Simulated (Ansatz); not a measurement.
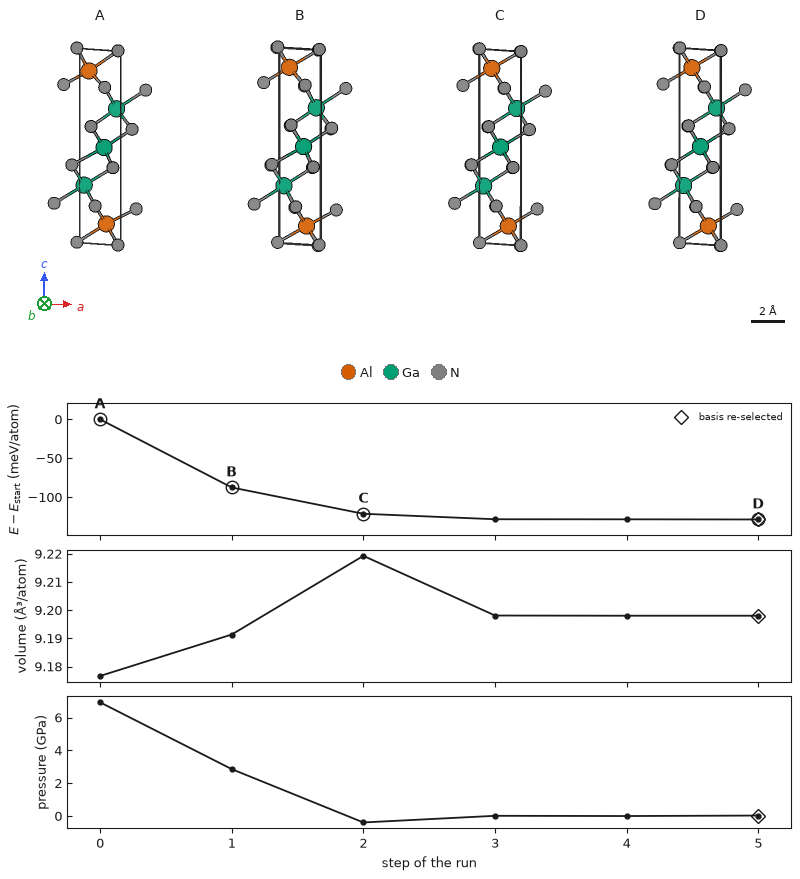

Frames of a relaxation of solid Al₂Ga₃N₅ (a generated structure, set up in P1) (coarse preliminary run), marked on the history of the run. Style: ball-and-stick. Shown: the cell of the calculation, reduced to other axes, along the b axis. Lengths and directions refer to the drawn axes.

Theory: DFT PBE, scalar-relativistic, plane waves, PAW in Ansatz. Set-up: plane-wave cutoff 420 eV; k-point mesh 6 × 6 × 6; occupations gaussian; smearing width 0.1 eV; no spin polarisation; cell and atoms relaxed; force threshold 0.025 eV/Å; at most 60 steps.

What happens along the run?

Answer. The largest moves relative to the cell, 0.26 Å, are those of Al and Ga atoms. By element the largest moves are Al 0.26 Å, Ga 0.26 Å, N 0.23 Å. The drawn cell changes as follows: a 2.928 → 2.961 Å (+1.1 %), b 2.967 → 2.962 Å (−0.2 %), c 12.177 → 12.228 Å (+0.4 %), α 96.4° → 96.9°, β 90.3° → 90.0°, γ 119.0° → 120.0°; the volume changes by +0.2 %. Near-neighbour distances that change, for instance: Al–N 2.343 → 2.072 Å, Al–N 1.793 → 2.059 Å, Ga–N 1.933 → 2.110 Å, Ga–N 2.287 → 2.113 Å. Among the angles between lasting bonds that change: N–Al–N 164.7° → 179.5°, N–Al–N 79.9° → 91.2°, Al–N–Al 79.9° → 91.2°. The space group (tolerance 0.01 Å) goes from P1 (No. 1) to R-3m (No. 166). Over 4 accepted moves (5 points after the start) the energy falls by 129 meV per atom. Largest force component: 5.6 eV/Å at the start, 0.015 eV/Å at the end. The pressure goes from 6.93 to 0.03 GPa. The SCF was repeated once at an unchanged geometry on a basis and grid sized afresh for the cell, which shifted the energy by 0.2 meV per atom at most. Cost: 2.6 min on 4 threads of AMD EPYC (Zen 3) (shared host), peak memory 0.71 GiB. From step 0 to 1: an Al atom moves most (0.18 Å), volume +0.2 %, energy −87.5 meV per atom. From step 1 to 2: a Ga atom moves most (0.20 Å), volume +0.3 %, energy −33.8 meV per atom. From step 2 to 5: N atoms move most (0.04 Å), volume −0.2 %, energy −7.3 meV per atom.
